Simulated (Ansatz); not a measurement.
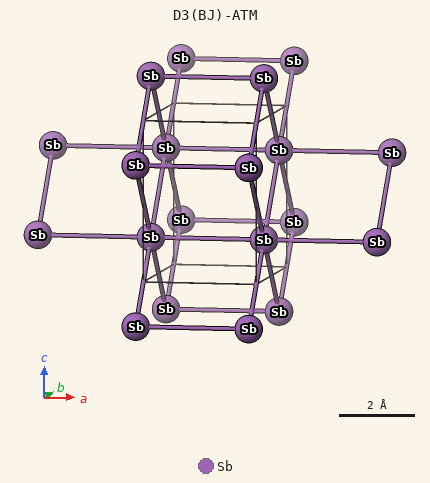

Crystalline Sb (set up in P2_1/m), relaxed (cell and atoms) with several dispersion corrections. The picture shows the result with D3(BJ)-ATM. A ball-and-stick model of the cell of the calculation, seen slightly off an axis.

Computed with Ansatz 0.2.0: PBE, Ansatz PAW. Settings: plane-wave cutoff 420 eV; k-point mesh 9 × 6 × 6; occupations fermi-dirac; smearing width 0.05 eV; no spin polarisation; cell and atoms relaxed; force threshold 0.01 eV/Å.

```csv
dispersion correction,volume (Å³/atom),a (Å),b (Å),c (Å)
D3(BJ)-ATM,28.747,3.078,4.304,4.340
none,?,?,?,?
D3(BJ),28.616,3.072,4.302,4.331
D4,28.607,3.071,4.302,4.330
```

**One row is withheld. What does the calculation give there?**

With none the volume is the largest of the series, above D3(BJ)-ATM (28.747). The calculation gives 30.062 Å³/atom (a = 3.135 Å, b = 4.379 Å, c = 4.380 Å). In order of volume: D4 ≈ D3(BJ) < D3(BJ)-ATM < none; the spread is 5.1 %.

Each member starts from this one structure; whether another phase lies lower wasn't checked.
